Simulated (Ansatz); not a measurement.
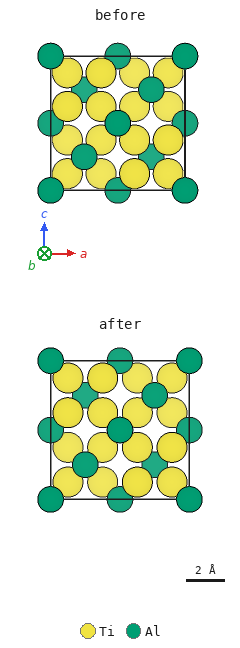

The structure of solid Ti2Al (a generated structure, set up in Fd-3m) (coarse preliminary run) before (top) and after (bottom) a relaxation, at one scale.

Style: spheres-only. Shown: the conventional cell (4 times the calculation's cell), along the b axis. Lengths and directions refer to the drawn axes.

Computed with DFT PBE, scalar-relativistic, plane waves, PAW (Ansatz). Settings: plane-wave cutoff 420 eV; k-point mesh 4 × 4 × 4; occupations gaussian; smearing width 0.1 eV; no spin polarisation; cell and atoms relaxed; force threshold 0.04 eV/Å; at most 70 steps.

> What changed between the two?

No atom moves by more than 0.005 Å relative to the cell. The volume changes by +10.1 %, with a = b = c 7.193 → 7.428 Å (+3.3 %). Near-neighbour distances that change, for instance: Al–Ti 2.982 → 3.079 Å, Ti–Ti 2.543 → 2.626 Å. The space group stays Fd-3m (No. 227). The energy falls by 48.7 meV per atom in 1 accepted move (2 points after the start). All forces vanish by symmetry, so only the cell relaxes. Pressure: 10.46 GPa at the start and 0.28 GPa at the end. The SCF was repeated once at an unchanged geometry on a basis and grid sized afresh for the cell, which shifted the energy by 0.5 meV per atom at most.
